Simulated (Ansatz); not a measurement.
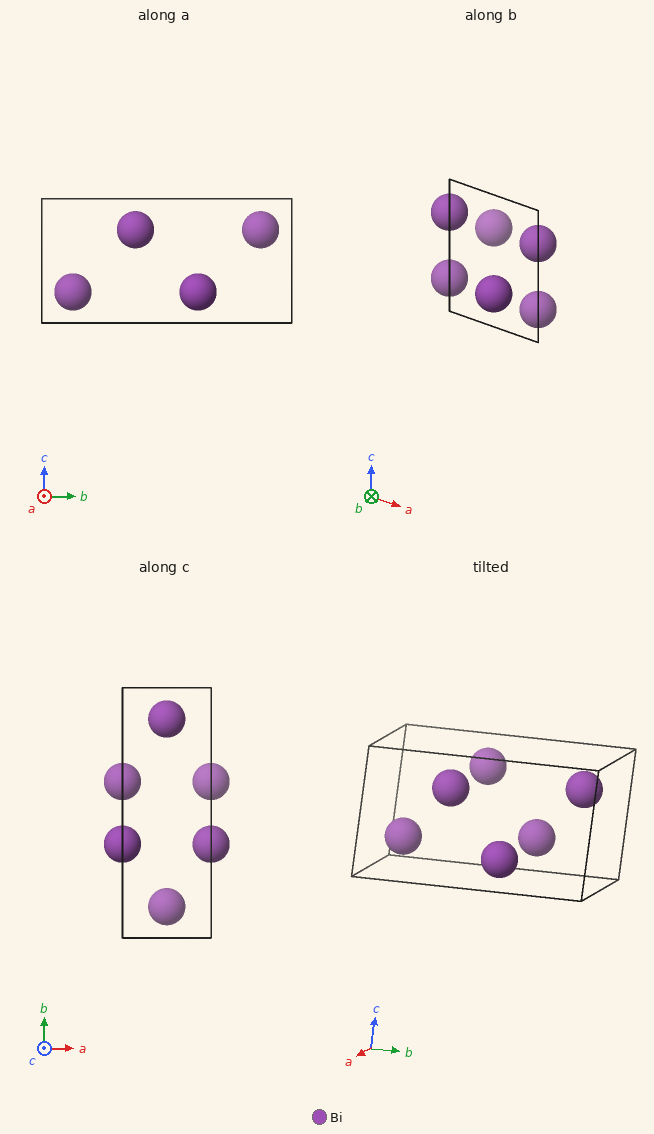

The image is a spheres-only drawing of a crystal, viewed along the a axis, along the b axis, along the c axis and slightly off an axis. The lines enclose the conventional unit cell; boundary atoms appear with their images.

Lattice parameters: a = 3.4039 Å, b = 9.0603 Å, c = 4.7771 Å, α = 90.000°, β = 109.499°, γ = 90.000°.

### Convert the drawing into a CIF in P1 with every atom of the cell.

```cif
data_structure
_symmetry_space_group_name_H-M 'P 1'
_symmetry_Int_Tables_number 1
_cell_length_a 3.4039
_cell_length_b 9.0603
_cell_length_c 4.7771
_cell_angle_alpha 90.000
_cell_angle_beta 109.499
_cell_angle_gamma 90.000
_cell_volume 138.88
loop_
_atom_site_label
_atom_site_type_symbol
_atom_site_fract_x
_atom_site_fract_y
_atom_site_fract_z
_atom_site_occupancy
Bi1 Bi 0.5000 0.8749 0.7500 1
Bi2 Bi 0.0000 0.6251 0.2500 1
Bi3 Bi 0.0000 0.3749 0.7500 1
Bi4 Bi 0.5000 0.1251 0.2500 1
```

Origin of the cell: a structure type filled with this element by a generator (whether the element takes this form wasn't checked). Earlier steps of the study may have refined or changed the cell and positions. It went into a calculation with Ansatz.
